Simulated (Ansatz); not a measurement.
**A series of single points on CdF$_{2}$**

System: CdF$_{2}$ (3 atoms in the cell).
Method: DFT r2SCAN, scalar-relativistic, plane waves, PAW, no spin polarisation (Ansatz 0.2.0).

The 7 runs differ only in the geometry, by a strain of the cell at fixed fractional positions. Against run 4, the strain is εxx = η. The structure derives from an entry of the Crystallography Open Database.

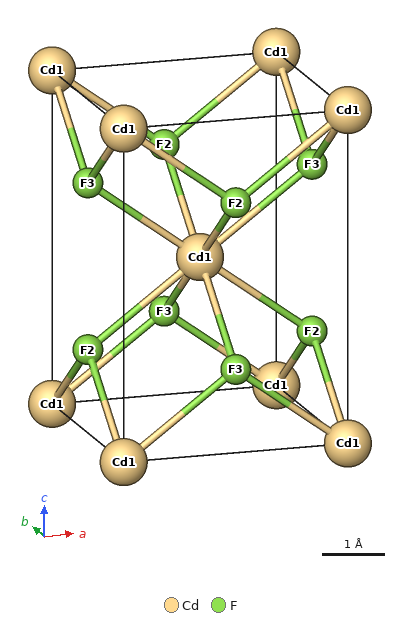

Figure 1. The structure of run 4 (ball-and-stick view of the cell 2 times as large as that of the calculation, set on its symmetry axes, seen slightly off an axis; atoms are numbered from 1 in the order of the input). An atom can appear more than once, as a periodic image.

### Input of run 4
```yaml
crystal:
  lattice:
    - [0.0, 2.694, 2.694]
    - [2.795025, 0.0, 2.694]
    - [2.795025, 2.694, 0.0]
  atoms:
    - { symbol: Cd, position: [0.0, 0.0, 0.0] }
    - { symbol: F, position: [0.25, 0.25, 0.25] }
    - { symbol: F, position: [0.75, 0.75, 0.75] }
basis:
  ecutwfc: 500
kpoints:
  mp_grid: { grid: [8, 8, 8] }
hamiltonian:
  xc: r2scan
scf:
  occupations: { method: gaussian, width: 0.05 }
output:
  forces: true
  stress: true
  eigenvalues: true
```

Command:
```bash
ansatz run input.yaml --threads 1 --pin off --max-ram 2560MiB --backend cpu --events-out ev --progress --plain --runs-dir out
```

Run 3 differs from it as follows:
```diff
-    - [2.795025, 0.0, 2.694]
-    - [2.795025, 2.694, 0.0]
+    - [2.592975, 0.0, 2.694]
+    - [2.592975, 2.694, 0.0]
```

### Results, with one run withheld

| run | strain parameter η (%) | free energy per atom, from the lowest run given (meV) | pressure (GPa) | gap on the mesh (eV) |
| --- | --- | --- | --- | --- |
| 1 | −14.4578 | 109.00 | 17.79 | 3.82 |
| 2 | −10.8434 | 39.23 | 10.57 | 3.90 |
| 3 | −7.2289 | ? | ? | ? |
| 4 | 0.0000 | 0.00 | −3.80 | 3.61 |
| 5 | 3.6145 | 28.97 | −6.90 | 3.38 |
| 6 | 7.2289 | 74.11 | −9.40 | 3.12 |
| 7 | 10.8434 | 133.31 | −11.40 | 2.84 |

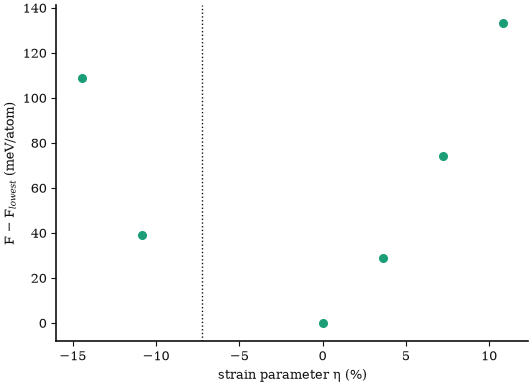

Figure 2. Free energy per atom of the runs given; the dotted line marks run 3.

Fit the runs given and predict run 3.

A cubic polynomial in the coordinate, fitted to the 6 runs given, misses them by at most 0.81 meV per atom. With x = η + 0.6024, it reads F = −4.0125 + 4.858 x + 0.76413 x² − 0.012524 x³ (meV per atom). At run 3 it gives 0.99 meV per atom, and the run itself gives 1.40. The fit has its minimum at η = −3.5653 %. The gap on the mesh lies between 2.84 eV (run 7) and 3.90 eV (run 2); run 3 has 3.89 eV. These are gaps of this functional on this mesh, which can miss the band edges; they aren't the measured gap.

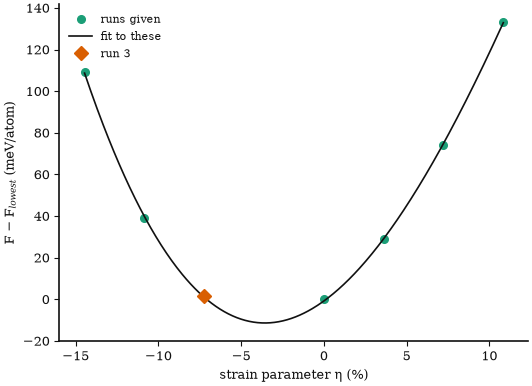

Figure 3. The fit and the withheld run.

### Output, shortened to warnings, some set-up lines, iterations and results (run 3)
```
Basis set: ecut = 500 eV, 925 PW (Γ), exchange–correlation on 120×120×120 points (64 copies of the dense FFT grid, shifted against one another)
Symmetry: 16 space group operations
k-points: 59 of 512
Initial density: superposition of atomic densities (neutral atoms: chi_scale 0, normalization atom), corrected by the library's trained network
[...]
SCF iter   1: F=—  HF=-9889.310471 eV  |F-HF|=—  |Δ(HF+E_count)|=         —  Δρ=1.11e-2  dr2=3.46e-2  dr2_τ=7.97e-2  ethr=1.77e-3  ⟨swp⟩=5.7  Hψ=5044  notcnv=0
SCF iter   2: F=—  HF=-9889.343210 eV  |F-HF|=—  |Δ(HF+E_count)|=   3.27e-2  Δρ=6.07e-3  dr2=4.08e-3  dr2_τ=1.57e-3  ethr=1.02e-4  ⟨swp⟩=2.0  Hψ=2714  notcnv=0
SCF iter   3: F=—  HF=-9889.343088 eV  |F-HF|=—  |Δ(HF+E_count)|=   1.21e-4  Δρ=2.36e-3  dr2=8.72e-4  dr2_τ=2.35e-4  ethr=1.20e-5  ⟨swp⟩=2.0  Hψ=2119  notcnv=0
SCF iter   4: F=—  HF=-9889.343165 eV  |F-HF|=—  |Δ(HF+E_count)|=   7.64e-5  Δρ=1.08e-3  dr2=2.25e-4  dr2_τ=2.96e-5  ethr=2.57e-6  ⟨swp⟩=2.3  Hψ=1881  notcnv=0
SCF iter   5: F=—  HF=-9889.343156 eV  |F-HF|=—  |Δ(HF+E_count)|=   8.76e-6  Δρ=2.22e-4  dr2=8.68e-6  dr2_τ=2.05e-6  ethr=6.62e-7  ⟨swp⟩=3.0  Hψ=2343  notcnv=0
SCF iter   6: F=—  HF=-9889.343144 eV  |F-HF|=—  |Δ(HF+E_count)|=   1.23e-5  Δρ=3.90e-5  dr2=3.69e-7  dr2_τ=3.86e-8  ethr=2.55e-8  ⟨swp⟩=2.5  Hψ=2155  notcnv=0
SCF iter   7: F=-9889.343144 eV  HF=-9889.343144 eV  |F-HF|=1.25e-9  |Δ(HF+E_count)|=  9.09e-10  Δρ=3.97e-6  dr2=4.14e-9  dr2_τ=4.34e-10  ethr=2.94e-10  ⟨swp⟩=5.0  Hψ=4988  …
SCF 1 converged in 7 iterations: F = -9889.343144 eV  dr2 = 4.14e-9
SCF converged after 7 iterations
Free energy (F): -9889.343144 eV
Harris-Foulkes:  -9889.343144 eV  (|F-HF|=1.25e-9)
Internal energy: -9889.343144 eV  (E = F + TS)
E sigma→0 (E₀):  -9889.343144 eV
Fermi energy:    8.450832 eV
--- Per-component energies (eV) ---
  E_band       = -500.496015
  E_kinetic    = 924.011564
  E_local      = -4163.425421  (includes V_loc(G=0)·N_el)
  E_nonlocal   = 184.415366
  E_hartree    = 1852.048104
  E_xc         = -326.552247
  E_vxc        = -476.780422  (∫ρ·V_xc dr)
  E_paw        = -4516.156765  (= ΣΔE_a)
  E_vpaw       = -706.327479  (= ΣTr[D̂ρ^β])
  E_aug_tail   = 0.002112  (compensation charges beyond the density's cutoff)
  E_vtau       = 33.515268  (kinetic-family band-sum trace: ∫τ·v_τ [+ j·A + Jᵃ·Aᵃ] dr)
  E_ewald      = -3843.058302
  E_core_change = -0.627554  (= ΣΔE_core)
  E_smearing   = -0.000000  (= −TS)
  E_closure    = 0.000000  (closes the sum)
  Σ components = -9889.343144   (vs F -9889.343144, Δ=0.00e0)
--- Forces (eV/Å), atoms counted from 1 ---
  atom   1  Cd     0.00000000    -0.00000000     0.00000000
  atom   2  F      0.00000000    -0.00000000     0.00000000
  atom   3  F      0.00000000    -0.00000000    -0.00000000
  max |Σ_I F_I| component: 1.04e-17 eV/Å
--- Stress (GPa, compression-positive) ---
        7.841964       0.000000       0.000000
        0.000000       3.200158      -0.000000
        0.000000       0.000000       3.200158
  P = ⅓ Tr σ = 4.7474 GPa (47.474 kbar)
```
